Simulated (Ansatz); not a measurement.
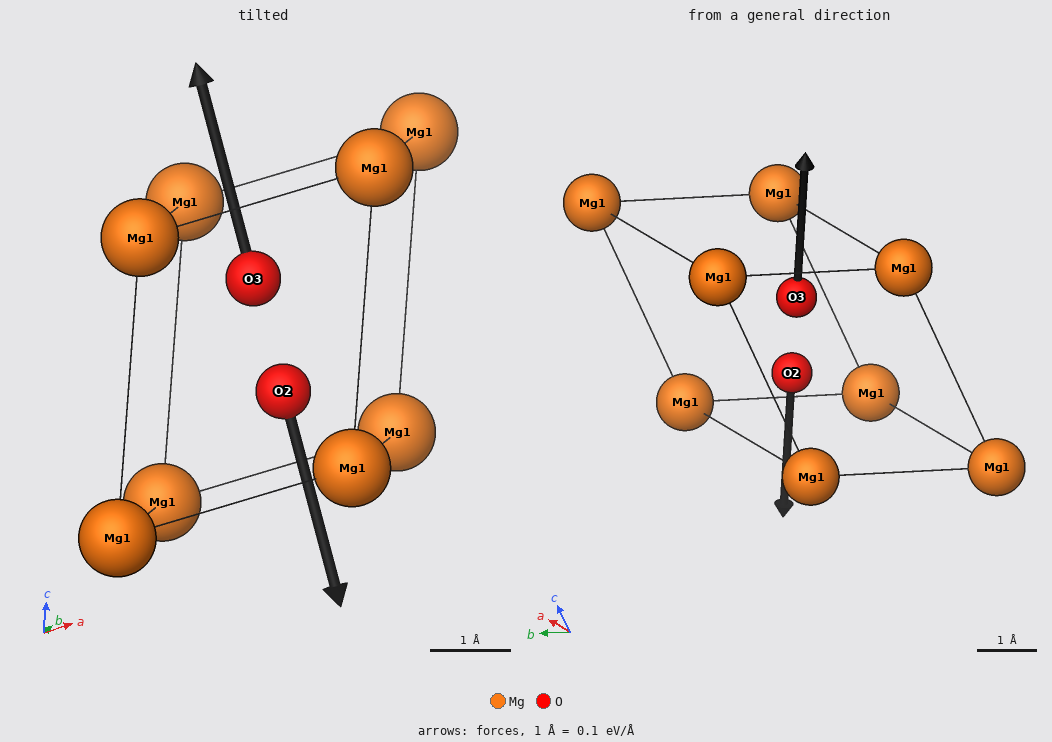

The figure gives a spheres-only picture of the atoms, viewed slightly off an axis and from a general direction. The parallelepiped is the cell (the run's own, in a reduced setting). The arrows are the computed forces on the atoms.

System: MgO2. All computed values are from Ansatz, DFT PBEsol, scalar-relativistic, plane waves, PAW. Settings: plane waves up to 420 eV, k-points about 0.19 Å⁻¹ apart, Gaussian smearing of 0.05 eV, no spin polarisation.

Question: Is this an equilibrium geometry?

Answer: No. The atoms still feel forces of up to about 0.25 eV/Å, far above a usual threshold of 0.01 to 0.03 eV/Å.

Question: Which atom has the biggest force on it?

Answer: O2 and O3, about 0.25 eV/Å.

The structure comes from a structure listed in the Materials Project. The cell was then strained or its atoms displaced on purpose. Ansatz was used for an electronic-structure calculation on it.
